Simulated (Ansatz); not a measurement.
The compound is WSe₂ (space group P-3m1, No. 164), taken as the input geometry of an electronic-structure calculation (not necessarily at equilibrium); the starting structure was generated, so it need not be a known form of this composition.

```cif
data_structure
_symmetry_space_group_name_H-M 'P 1'
_symmetry_Int_Tables_number 1
_cell_length_a 3.2999
_cell_length_b 3.2999
_cell_length_c 7.4880
_cell_angle_alpha 90.000
_cell_angle_beta 90.000
_cell_angle_gamma 120.000
_cell_volume 70.62
loop_
_atom_site_label
_atom_site_type_symbol
_atom_site_fract_x
_atom_site_fract_y
_atom_site_fract_z
_atom_site_occupancy
W1 W 0.00000 0.00000 0.00000 1
Se1 Se 0.33333 0.66667 0.22942 1
Se2 Se 0.66667 0.33333 0.77058 1
```

Describe how the polyhedra about W are linked (bonds: Se–W below 2.9 Å).

W: WSe6 octahedron, sharing edges with six neighbours.

They form layers of edge-sharing octahedra parallel to (001).

Centre to centre across a shared edge: 3.30 Å.

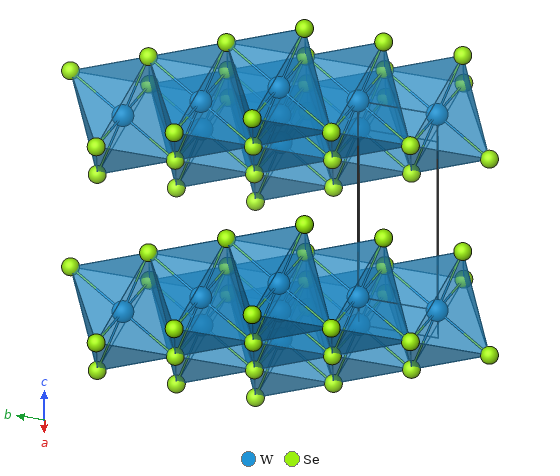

Polyhedra are drawn about W (bonds: Se–W below 2.9 Å); other atoms are plain spheres.
